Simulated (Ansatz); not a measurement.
Pt (P6_3/mmc, No. 194): coordinates from a relaxation with DFT PBEsol, scalar-relativistic, plane waves, PAW in Ansatz 0.2.0; the starting structure was generated, so it need not be a known form of this composition.

```cif
data_structure
_symmetry_space_group_name_H-M 'P6_3/mmc'
_symmetry_Int_Tables_number 194
_cell_length_a 2.7252
_cell_length_b 2.7252
_cell_length_c 4.7066
_cell_angle_alpha 90.000
_cell_angle_beta 90.000
_cell_angle_gamma 120.000
_cell_volume 30.27
loop_
_atom_site_label
_atom_site_type_symbol
_atom_site_symmetry_multiplicity
_atom_site_Wyckoff_symbol
_atom_site_fract_x
_atom_site_fract_y
_atom_site_fract_z
_atom_site_occupancy
Pt1 Pt 2 d 0.33333 0.66667 0.75000 1
```

Q: What will a HAADF-like image along [001] show? The image is simulated as a sum over atoms of Z^1.7, blurred by a 1.00 Å probe (no channelling). The probe carries 25 % of its weight in a tail 2.5 times as wide. The display is stretched by a gamma of 0.8; percentages refer to the linear signal. Shot noise was added.

A: The columns repeat on a hexagonal net with a repeat of 2.73 Å (plane group p6mm). All columns are alike (Pt). The shortest distance between visible columns is 1.57 Å in projection. Along the beam the structure repeats every 4.71 Å.

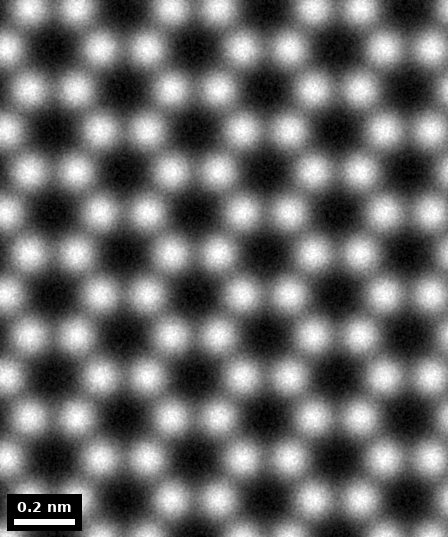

The simulated image.
